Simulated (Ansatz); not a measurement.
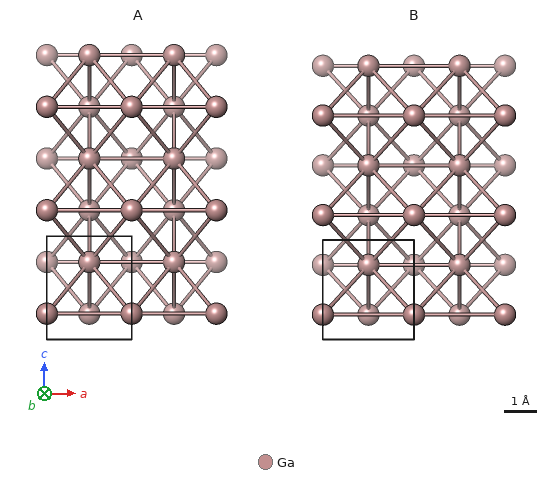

Two geometries of a crystal of Ga (set up in Cmcm), drawn at one scale. One is the start of a relaxation, the other its converged end. Style: ball-and-stick. Shown: the conventional cell (2 times the calculation's cell), repeated 2 × 1 × 3 with one cell outlined, along the b axis. Lengths and directions refer to the drawn axes.

Method: DFT LDA, scalar-relativistic, plane waves, PAW (Ansatz). (plane-wave cutoff 420 eV; k-point mesh 16 × 16 × 14; occupations gaussian; smearing width 0.1 eV; no spin polarisation; cell and atoms relaxed; force threshold 0.005 eV/Å; at most 80 steps)

Q: Which of the two is the end point?

A: Structure A is the relaxed one. After 5 accepted moves (6 points after the start) the energy has fallen by 34.8 meV per atom. Largest force component: 0.18 eV/Å at the start, 0.00013 eV/Å at the end. The pressure goes from −3.81 to −0.01 GPa. At 1 point the geometry stayed and the basis and grid were re-selected for the new cell (energy shift of 0.2 meV per atom at most each time). The largest moves relative to the cell, 0.006 Å, are those of Ga atoms. The drawn cell changes as follows: a 2.900 → 2.699 Å (−6.9 %), b 8.130 → 7.788 Å (−4.2 %), c 3.170 → 3.294 Å (+3.9 %); the volume changes by −7.4 %. Among the contacts that change: Ga–Ga 2.900 → 2.699 Å, Ga–Ga 2.869 → 2.795 Å, Ga–Ga 2.681 → 2.655 Å. The space group stays Cmcm (No. 63). The run took 2.8 min on 1 thread of Arm Neoverse V1 (shared host), peak memory 0.62 GiB.
